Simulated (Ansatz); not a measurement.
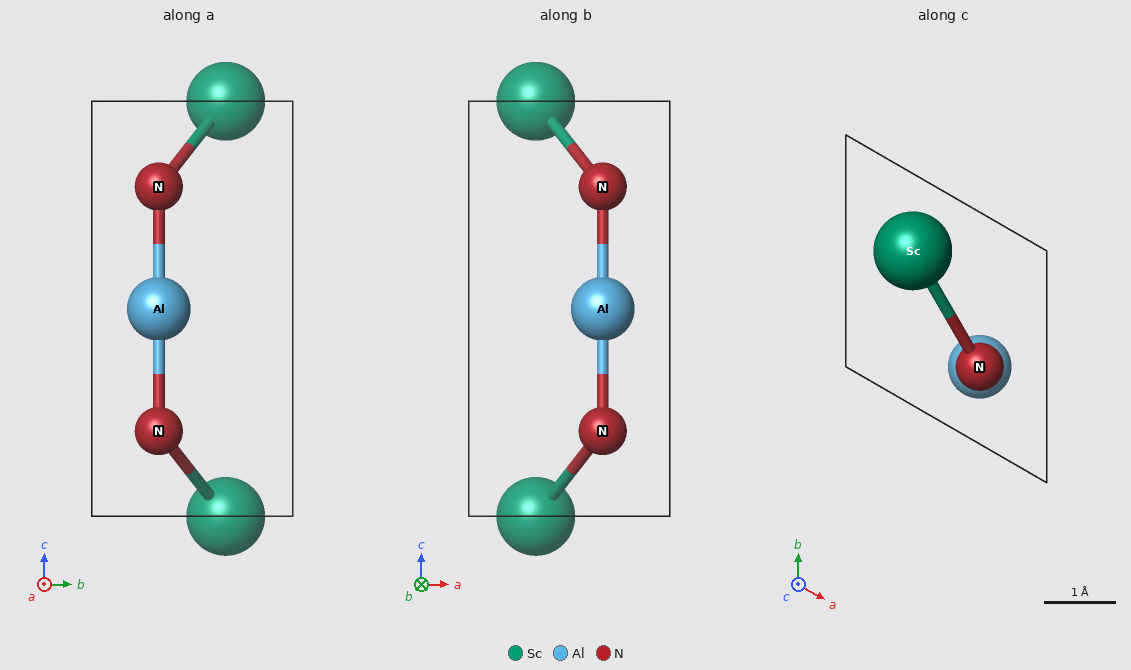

The figure gives a ball-and-stick picture of the atoms, viewed along the a axis, along the b axis and along the c axis. One conventional unit cell is outlined, and atoms on its boundary appear in each equivalent place.

Lattice parameters: a = 3.309 Å, b = 3.309 Å, c = 5.926 Å, α = 90.00°, β = 90.00°, γ = 120.00°. Put a along x and b in the xy plane.

### Express the structure as a POSCAR file, with free fractional coordinates to two decimals.

```
Sc Al N
1.0
     3.309    0.000    0.000
    -1.654    2.866    0.000
     0.000    0.000    5.926
Sc Al N
1 1 2
Direct
  0.3333 0.6667 0.00
  0.6667 0.3333 0.50
  0.6667 0.3333 0.21
  0.6667 0.3333 0.79
```

The model was built from a random cell made by a generator, so it need not be a real form of the compound. Atoms and cell were optimised with DFT PBE, scalar-relativistic, plane waves, PAW (Ansatz).
